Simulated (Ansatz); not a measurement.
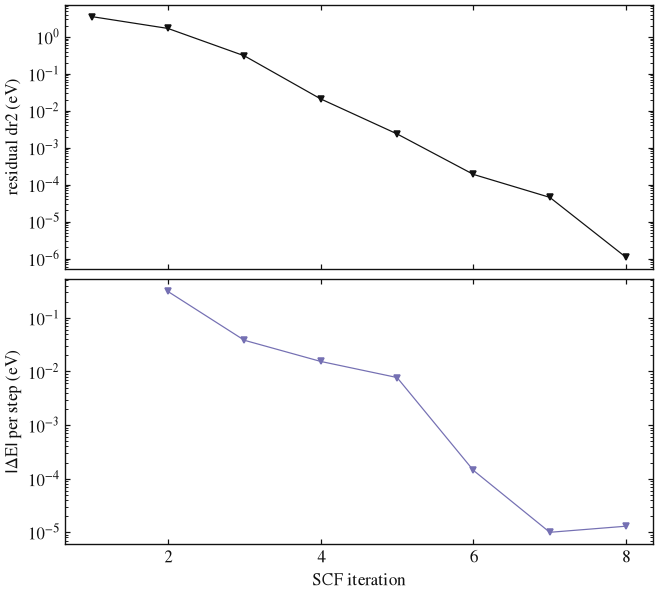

The plot shows the SCF iterations of a calculation: density residual dr2, step-to-step change of the Harris–Foulkes energy.

HfO$_{2}$ (6 atoms in the cell), run with Ansatz.

```
crystal:
  lattice:
    - [3.6304766972, 0.0, 0.0]
    - [0.0, 3.5447942551, 0.0]
    - [0.0, 0.0, 5.197303941]
  atoms:
    - { symbol: Hf, position: [0.5, 0.5, 0.5019942839] }
    - { symbol: Hf, position: [0.0, 0.0, -0.0019942839] }
    - { symbol: O, position: [0.0, 0.5, 0.694813381] }
    - { symbol: O, position: [0.5, 0.0, 0.805186619] }
    - { symbol: O, position: [0.5, 0.0, 0.3033834677] }
    - { symbol: O, position: [0.0, 0.5, 0.1966165323] }
basis:
  ecutwfc: 500
kpoints:
  mp_grid: { grid: [6, 6, 6] }
hamiltonian:
  xc: r2scan
  pseudopotentials: { kind: paw_fr }
scf:
  occupations: { method: gaussian, width: 0.02 }
output:
  forces: true
  eigenvalues: true
  stress: true
magnetization:
  noncollinear: true
  spin_orbit: true
```

Run as:
```bash
ansatz run input.yaml --threads 1 --pin off --max-ram 2560MiB --backend cpu --events-out ev --progress --plain --runs-dir out
```

**Did the calculation converge?**

It did not finish: the time limit cut it off after 8 iterations. The residual goes from 4 at the first step to 1.1 × 10⁻⁶ at the last. From the first spectrum the program read the system as an insulator and chose the Resta preconditioner.
